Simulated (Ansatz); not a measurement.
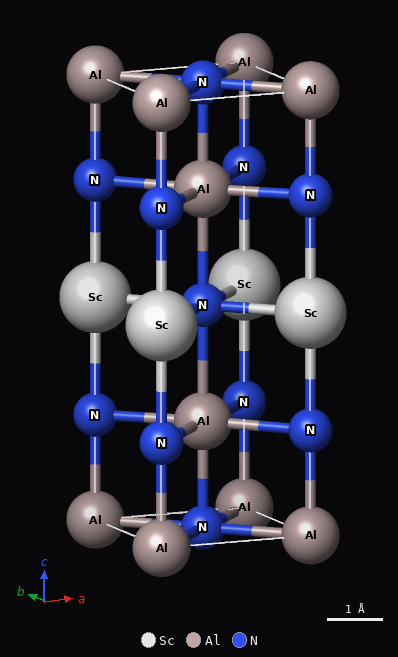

Shown here is a ball-and-stick view of the crystal, taken slightly off an axis. The lines enclose the conventional unit cell; boundary atoms appear with their images. Cell: a = 3.00 Å, b = 3.00 Å, c = 8.33 Å, α = 90.00°, β = 90.00°, γ = 90.00°.

Source of the structure: a structure type filled with these elements by a generator (whether the compound takes this form wasn't checked). Earlier steps of the study may have refined or changed the cell and positions. A calculation with Ansatz used it as input.

> What structure is drawn here?

Composition: ScAl₃N₄. The symmetry is that of P4/mmm (No. 123), on a primitive tetragonal lattice. Cell content: 1 Sc, 3 Al, 4 N, that is 1 formula unit. The Sc atoms are each bonded to six N in an octahedral arrangement at about 2.1 to 2.2 Å. Each Al is bonded to six N in a distorted octahedral arrangement at about 2.0 to 2.2 Å. N takes three kinds of site: 2g with five Al and one Sc in a distorted octahedral arrangement (about 2.0 to 2.1 Å to Al, 2.2 Å to Sc); 1d with four Sc and two Al in an octahedral arrangement (about 2.1 Å to Sc, 2.2 Å to Al); 1c with six Al in a distorted octahedral arrangement at about 2.0 to 2.1 Å. The bonds build a three-dimensional framework.

All computed values are from DFT PBE, scalar-relativistic, plane waves, PAW (Ansatz). Settings: E_cut = 420 eV, a 10×10×4 k-point grid, Gaussian smearing of 0.02 eV, no spin polarisation.

> Is it conducting or gapped at this level?

A semiconductor at this level, with a gap of 0.74 eV, direct.

> What net charge does each kind of atom have (Bader)?

Sc +1.82 e; Al +2.46 e; N -2.46 to -1.98 e.

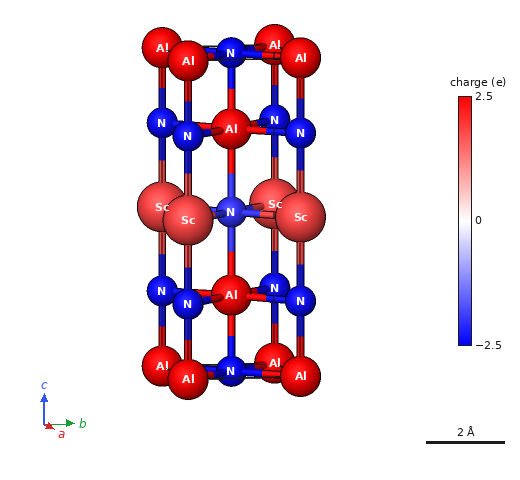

The atoms coloured by those charges. The run's cell of 8 atoms is drawn.

> Does this geometry sit at a stationary point of the energy?

Yes. All forces vanish to within 0.01 eV/Å. The pressure is 0.0 GPa, close to zero.
